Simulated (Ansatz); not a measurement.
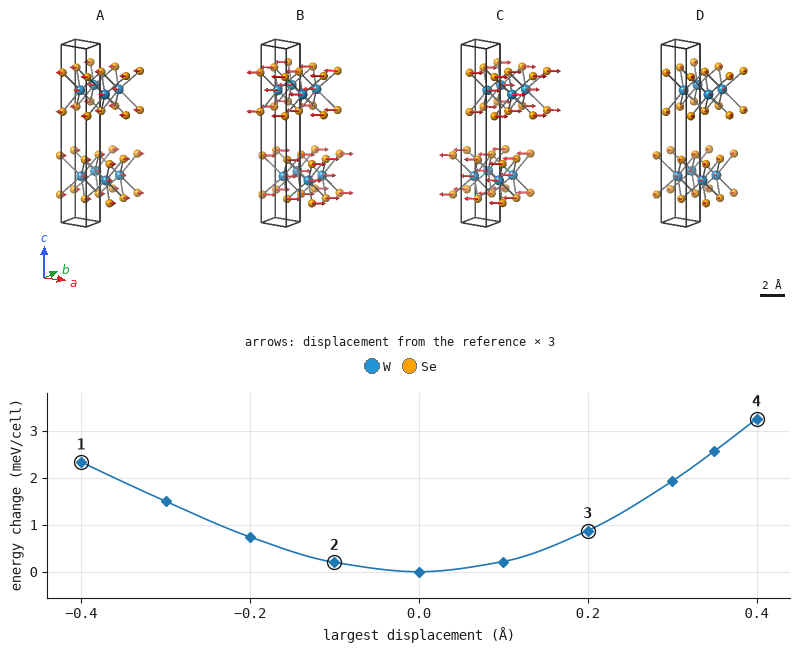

A scan of solid WSe₂ (P6_3/mmc): a normal mode at the zone centre (one arbitrary combination within a set of 2 degenerate modes) is frozen in with the cell fixed, the amplitude being the largest displacement of an atom. The frames are shuffled; the numbered points of the plot belong to them. The picture is a ball-and-stick view of the cell of the calculation, repeated 2 × 2 × 1 with one cell outlined, seen slightly off an axis. Red arrows: displacements from the reference.

All numbers below come from DFT PBE, scalar-relativistic, plane waves, PAW (Ansatz 0.2.0). Set-up: plane-wave cutoff 420 eV; k-point mesh 12 × 12 × 2; occupations gaussian; smearing width 0.05 eV; no spin polarisation. Energies (free energies at the smearing named) are counted from the relaxed crystal.

Match the frames to the points.

Answer. Point 1 is frame C (the amplitude −0.40 Å, 2.34 meV/cell); 2 is frame D (the amplitude −0.10 Å, 0.20 meV/cell); 3 is frame A (the amplitude 0.20 Å, 0.88 meV/cell); 4 is frame B (the amplitude 0.40 Å, 3.25 meV/cell). The harmonic wavenumber of the mode is 4 cm⁻¹, a very soft mode. Of the computed points the lowest is at the amplitude 0.00 Å, 0.00 meV/cell. At the ends of the scan the energy is 2.34 meV/cell (−0.40 Å) and 3.25 meV/cell (0.40 Å). The well is lopsided: at ±0.40 Å the energy is 1.4 times higher on the positive side.

Limits of the set-up: layers or molecules are held without a dispersion correction, so their spacing is unreliable.
